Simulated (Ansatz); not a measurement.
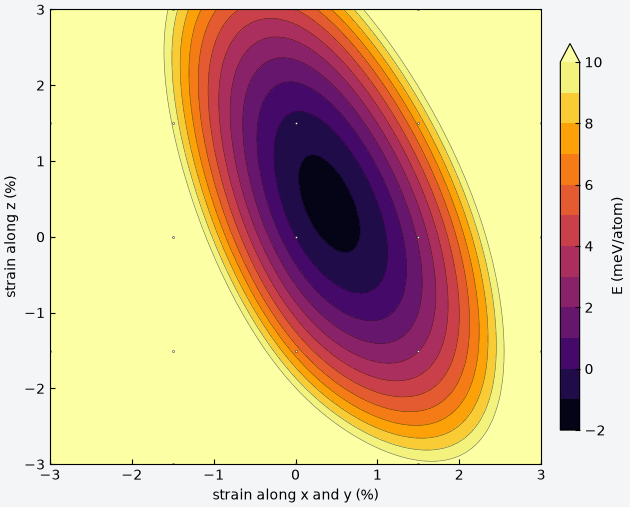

AlRu (Pm-3m, No. 221; 2 atoms in the cell). The cell is strained homogeneously, by one strain along x and y and another along z, with fractional coordinates fixed (x, y and z along the cube axes). First axis: strain along x and y. Second axis: strain along z. The scan uses a 5 × 5 grid. Energies are in meV/atom, from the unstrained cell. The reference cell is the one listed in the database, not relaxed at this level. Computed with DFT PBE, scalar-relativistic, plane waves, PAW (Ansatz 0.2.0). Settings: cutoff 420 eV, k-mesh 16×16×16, gaussian smearing 0.15 eV, no spin polarisation.

Drawn: filled contours, dots at the grid points, one colour for all values above the top of the scale. Between grid points the surface is interpolated.

Estimate the clamped-ion elastic constants that this map fixes.

Answer. With the cell volume of 26.8 Å³, the curvatures of the interpolated surface at its minimum give C₁₁ + C₂₂ + 2C₁₂ ≈ 930 GPa, C₃₃ ≈ 320 GPa and C₁₃ + C₂₃ ≈ 300 GPa (clamped ions, Cartesian axes of the cell). A stretch of 1 % along z with free sides (kept equal in x and y) would change the in-plane lengths by about −0.32 %.
